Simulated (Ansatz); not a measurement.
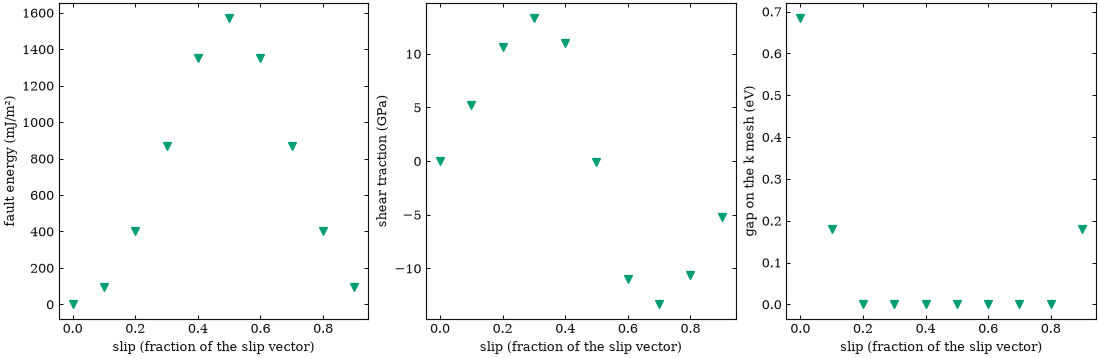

Plotted: fault energy, shear traction and gap on the k mesh against slip for Si, space group Fd-3m (No. 227).

Structure:
```yaml
crystal:
  lattice:
    - [2.71547, -2.71547, 0.00000]
    - [2.71547, 0.00000, -2.71547]
    - [5.43094, 5.43094, 5.43094]
  atoms:
    - { symbol: Si, position: [0.66667, 0.66667, 0.54163] }
    - { symbol: Si, position: [0.00000, 0.00000, 0.20830] }
    - { symbol: Si, position: [0.33333, 0.33333, 0.87497] }
    - { symbol: Si, position: [0.66667, 0.66667, 0.79163] }
    - { symbol: Si, position: [0.00000, 0.00000, 0.45830] }
    - { symbol: Si, position: [0.33333, 0.33333, 0.12497] }
```

Computed with Ansatz 0.2.0: rigid slide of a crystal across a plane by tilting cell vector c, one fault a cell, unrelaxed, by plane-wave density functional theory with PAW datasets, free energies less that of the undisturbed cell; scalar-relativistic. Level: PBE, no spin polarisation.

- wave cutoff: 420 eV
- k mesh: 8×8×3
- occupations: Gaussian
- smearing width: 0.05 eV
- k shift: (0, 0, 0) (mesh steps)
- start: as given
- height of the cut: 0 (fraction of cell vector c)
- slip vector: (1, 0) (multiples of cell vectors a and b)

The points at slip 0.6, 0.7, 0.8 and 0.9 follow from computed ones by symmetry.

### How high is the barrier to slip, and is there a metastable fault?

The highest fault energy among the points, the barrier to rigid slip along this vector, is 1570 mJ/m² at slip 0.5; no local minimum, hence no metastable fault, shows among the points.

### How does the shear traction vary with slip?

It goes from 0.00 GPa at slip 0.0 to −5.19 GPa at 0.9, not monotonically, with a high of 13.35 GPa at 0.3 and a low of −13.35 GPa at 0.7.

### What happens to the gap?

It is closed at 7 of the 10 points and is largest, 0.685 eV, at 0.0.

### What does the calculation give for the spacing at cut?

2.35 Å.

Note: gap closes along the scan on a mesh chosen for the insulator; odd k mesh can miss points on the zone edge; reference crystal is not relaxed.
